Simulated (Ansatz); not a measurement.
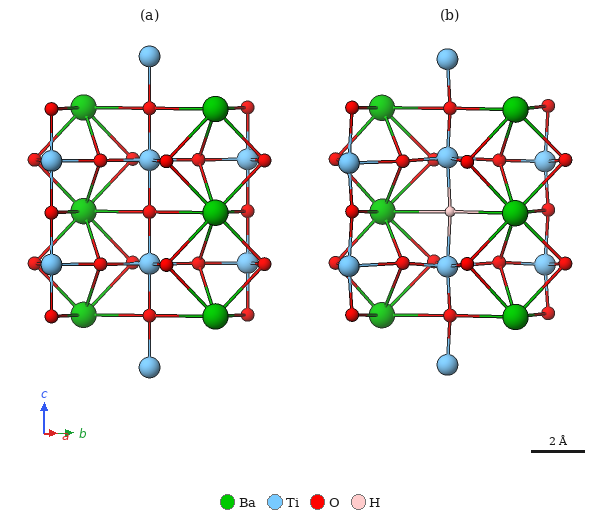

Left: perfect BaTiO3. Right: the same region with one point defect, after relaxing the atoms in a supercell of 40 sites. A ball-and-stick model of the atoms within 6.0 Å of one point, in a slice 4.2 Å thick across the line of sight, seen from a free direction.

The calculation used DFT, HSE06, PAW, plane waves in Ansatz. Settings: plane-wave cutoff 420 eV; k-point mesh 1 × 1 × 1; mesh shifted by (0.25, 0.25, 0.25); no spin polarisation. Fermi-Dirac smearing of 0.01 eV. A uniform background neutralises the charged cell. The axes drawn are those of the host's conventional cell.

Q: What kind of defect was made?

A: An oxygen atom is replaced by hydrogen.

The charge state of the cell is +1.

Q: What does the relaxation do around it?

A: In the host the O atom has 2 Ti at 1.99 Å; the H atom ends with 2 Ti at 2.07 to 2.11 Å. Of the host's atoms, a titanium atom moves furthest from its site, by 0.16 Å.

Limits of the set-up: the periodic images lie only 7.9 Å apart, so the values are limited by the cell's size; the cell is charged, on a uniform background, and energies carry no finite-size correction.
